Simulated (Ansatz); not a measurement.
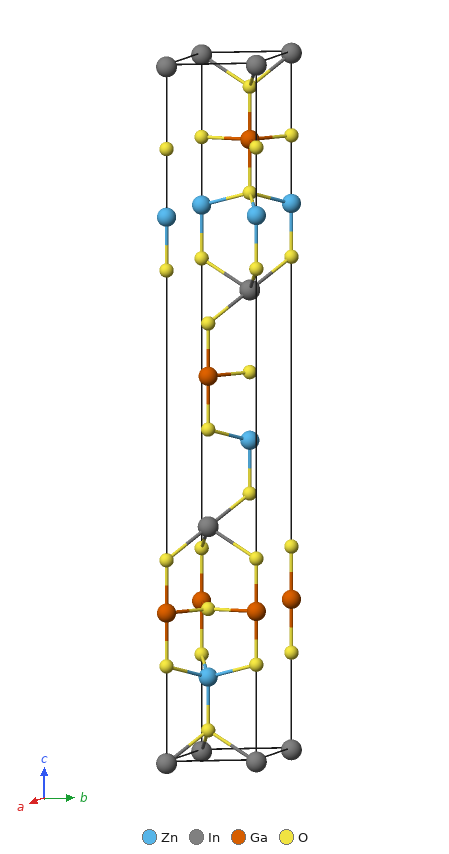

We look at a ball-and-stick model of the crystal slightly off an axis. The conventional unit cell is drawn as a box.

ZnInGaO4, space group R3m (No. 160), a = 3.36 Å, b = 3.36 Å, c = 26.11 Å, α = 90.00°, β = 90.00°, γ = 120.00°.

Setup: DFT PBE, scalar-relativistic, plane waves, PAW (Ansatz); a 420 eV plane-wave basis, k-points about 0.18 Å⁻¹ apart, Gaussian smearing of 0.02 eV, no spin polarisation.

### Metal, semiconductor or insulator?

A semiconductor at this level, with a gap of 1.11 eV on the k-mesh (the true edges may lie between mesh points, so the gap can be somewhat smaller).

The model was built from a structure listed in the Materials Project. What is shown is the relaxed result from Ansatz 0.2.0, DFT PBE, scalar-relativistic, plane waves, PAW.
